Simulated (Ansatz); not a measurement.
**Run report: SiC, single-point calculation**

SiC (2 atoms in the cell), computed with DFT PBE, scalar-relativistic, plane waves, PAW, no spin polarisation (Ansatz 0.2.0).

The structure derives from a Materials Project entry.

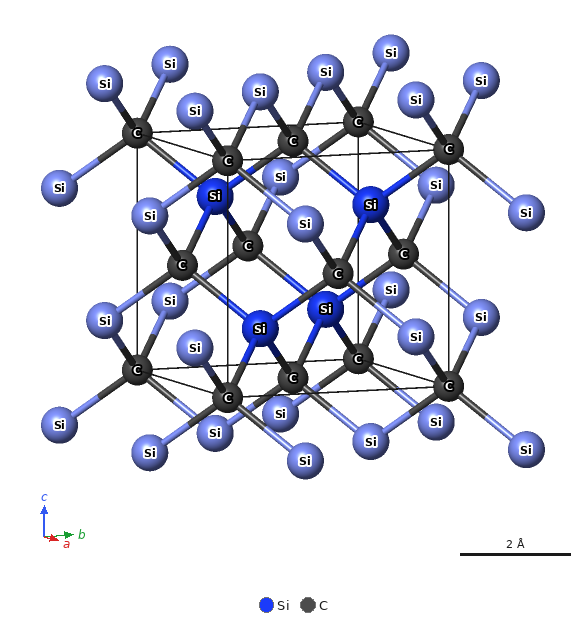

The structure (ball-and-stick view of the cell 4 times as large as that of the calculation, set on its symmetry axes, seen slightly off an axis; neighbours outside the cell are drawn fainter). Near neighbours in the crystal (not all of them lie inside the picture): Si has 4 C at 1.89 Å; C has 4 Si at 1.89 Å.

Summary

| quantity | value |
| --- | --- |
| outcome | converged |
| space group (tolerance 0.01 Å) | F-43m (216) |
| electrons treated | 8 |
| free energy | −887.1547 eV |
| Fermi energy | 10.193 eV |
| gap on the k-point mesh | 1.36 eV |
| pressure | 3.90 GPa |
| largest force (length of the vector) | under 0.001 eV/Å |
| hardware | 8 threads of Arm Neoverse V2, 24 GiB of memory available, shared host |
| peak memory | 0.28 GiB |

The input
```yaml
crystal:
  lattice:
    - [0.0, 2.1769966238, 2.1769966238]
    - [2.1769966238, 0.0, 2.1769966238]
    - [2.1769966238, 2.1769966238, 0.0]
  atoms:
    - { symbol: Si, position: [0.25, 0.25, 0.25] }
    - { symbol: C, position: [0.0, 0.0, 0.0] }
basis:
  ecutwfc: 420
kpoints:
  mp_grid: { grid: [8, 8, 8] }
hamiltonian:
  xc: pbe
scf:
  occupations: { method: gaussian, width: 0.1 }
output:
  forces: true
  stress: true
  eigenvalues: true
```

Launch command:
```bash
ansatz run input.yaml --threads 8 --pin off --max-ram 16384MiB --backend cpu --events-out ev --progress --plain --runs-dir out
```

Output
```
Engine: ansatz 0.2.0, aarch64-unknown-linux-gnu
Pseudopotentials: kind: paw
Pseudopotential: Si, paw, valence charge 4, recommended cutoff 420 eV (normal), Si.paw.azcp
Pseudopotential: C, paw, valence charge 4, recommended cutoff 420 eV (normal), C.paw.azcp
Functional definition: PBE
  parameter kappa = 0.804
  parameter beta = 0.06672455060314922
  exchange = pbe_x(kappa = kappa, mu = beta*pi^2/3)
  correlation = pbe_c(beta = beta)
Crystal: 2 atoms, lattice volume = 20.635 Å³
Basis set: ecut = 420 eV, 411 PW (Γ), exchange–correlation on 48×48×48 points (8 copies of the dense FFT grid, shifted against one another)
Bands: 8, of which v1, the nominal top of the filled ones, is band 4 counted from 1 (3 counted from 0)
Symmetry: 24 space group operations
Space group: F-43m (ITA 216), of the structure as read, at distance tolerance 2.7e-5 Å
k-points: 29 of 512 (time reversal used)
Non-local potential: Si, projectors of the file, l = 0: 2, l = 1: 2, l = 2: 2
Non-local potential: C, projectors of the file, l = 0: 2, l = 1: 2, l = 2: 1
PAW form: soft (Blöchl's): semilocal exchange-correlation on the pseudo side does not see the compensation charge
PAW one-centre angular grid: Si, 110 points (default); XC on 64 Gauss nodes
PAW one-centre angular grid: C, 110 points (default); XC on 64 Gauss nodes
Initial density: superposition of atomic densities (neutral atoms: chi_scale 0, normalization atom), corrected by the library's trained network
Initial wavefunctions: pseudopotential atomic-orbital guess
Functional: x = pbe(κ = 0.804, μ = 0.2195149727645171), c = pbe(β = 0.06672455060314922)
SCF iter   1: F=—  HF=-887.154666 eV  |F-HF|=—  |Δ(HF+E_count)|=         —  Δρ=2.18e-3  dr2=9.84e-4  ethr=1.77e-3  ⟨swp⟩=5.3  Hψ=1866  notcnv=0
preconditioner: auto → none  [insulator: Δε(μ)=1.334 eV  Ē_g=14.066 eV  σ=0.100 eV  W_gap=1.00  n_scr=0 (ndim 8)  ℏωp=23.1 eV  f_vac=0.000  D(μ)=0.00/eV (n_scr^D=0)  ε∞_Penn≈3.7]
SCF iter   2: F=—  HF=-887.154632 eV  |F-HF|=—  |Δ(HF+E_count)|=   3.47e-5  Δρ=8.20e-4  dr2=8.48e-5  ethr=1.23e-5  ⟨swp⟩=2.1  Hψ=547  notcnv=0
SCF iter   3: F=—  HF=-887.154645 eV  |F-HF|=—  |Δ(HF+E_count)|=   1.34e-5  Δρ=3.57e-4  dr2=6.28e-6  ethr=1.06e-6  ⟨swp⟩=2.6  Hψ=346  notcnv=0
SCF iter   4: F=—  HF=-887.154671 eV  |F-HF|=—  |Δ(HF+E_count)|=   2.61e-5  Δρ=4.03e-5  dr2=3.04e-7  ethr=7.85e-8  ⟨swp⟩=2.2  Hψ=339  notcnv=0
iter 5 did not close the SCF: its close was put off for the readings that it lacked (scf_convergence_deferred on its scf_iter line)
SCF iter   5: F=-887.154671 eV  HF=-887.154671 eV  |F-HF|=1.16e-9  |Δ(HF+E_count)|=   1.13e-7  Δρ=2.97e-6  dr2=1.08e-9  ethr=3.80e-9  ⟨swp⟩=2.2  Hψ=338  notcnv=0
SCF iter   6: F=-887.154671 eV  HF=-887.154671 eV  |F-HF|=3.97e-11  |Δ(HF+E_count)|=   1.29e-9  Δρ=4.11e-7  dr2=1.97e-11  ethr=1.35e-11  ⟨swp⟩=1.5  Hψ=704  notcnv=0
SCF 1 converged in 6 iterations: F = -887.154671 eV  dr2 = 1.97e-11
  greatest PAW one-centre occupation: 0.645 electrons in one spin orbital (limit 2), on the C atom at site 1 (counted from 0), in its partial waves of l = 0
SCF converged after 6 iterations
Free energy (F): -887.154671 eV
Harris-Foulkes:  -887.154671 eV  (|F-HF|=3.97e-11)
Internal energy: -887.154671 eV  (E = F + TS)
E sigma→0 (E₀):  -887.154671 eV
Fermi energy:    10.193496 eV
--- Per-component energies (eV) ---
  E_band       = 28.922107
  E_kinetic    = 135.882073
  E_local      = -104.250684  (includes V_loc(G=0)·N_el)
  E_nonlocal   = 51.882606
  E_hartree    = 32.036292
  E_xc         = -105.553234
  E_vxc        = -109.434990  (∫ρ·V_xc dr)
  E_paw        = -612.105886  (= ΣΔE_a)
  E_vpaw       = -9.229471  (= ΣTr[D̂ρ^β])
  E_aug_tail   = 0.000014  (compensation charges beyond the density's cutoff)
  E_ewald      = -285.045852
  E_smearing   = -0.000000  (= −TS)
  E_closure    = 0.000000  (closes the sum)
  Σ components = -887.154671   (vs F -887.154671, Δ=0.00e0)
--- Forces (eV/Å), atoms counted from 1 ---
  atom   1  Si    -0.00000000     0.00000000    -0.00000000
  atom   2  C      0.00000000     0.00000000    -0.00000000
  max |Σ_I F_I| component: 1.11e-16 eV/Å
--- Stress (GPa, compression-positive) ---
        3.896295       0.000000      -0.000000
       -0.000000       3.896295       0.000000
       -0.000000       0.000000       3.896295
  P = ⅓ Tr σ = 3.8963 GPa (38.963 kbar)
--- Band table (eV; the first three rows and the last of 29) ---
  k-point 0: bands = ["-5.9106", "9.5154", "9.5154", "9.5154", "15.7611", "16.8434", "16.8434", "16.8434"]
  k-point 1: bands = ["-5.6052", "8.0308", "9.3145", "9.3145", "16.0033", "17.1946", "17.1946", "17.3668"]
  k-point 2: bands = ["-4.7122", "5.2183", "8.9092", "8.9092", "15.5226", "17.4411", "17.4411", "18.8817"]
  k-point 28: bands = ["-0.6463", "2.4883", "4.5156", "4.8197", "14.7270", "18.9747", "19.0005", "19.2986"]
```

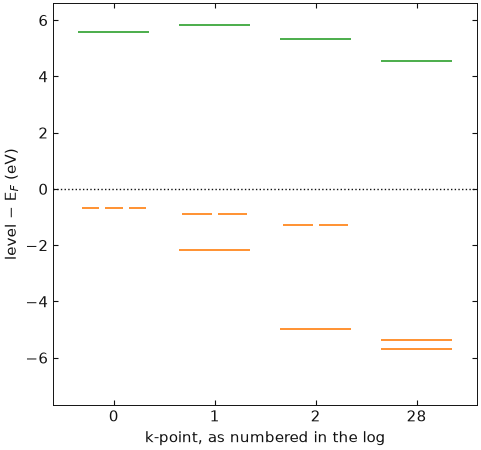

Kohn–Sham levels near the Fermi level (dotted) at the few k-points that the log prints; levels within 0.02 eV of each other stand side by side. Among these points the highest filled and lowest empty levels are 5.21 eV apart; the gap on the full mesh, 1.36 eV, has an edge at a point that isn't printed.
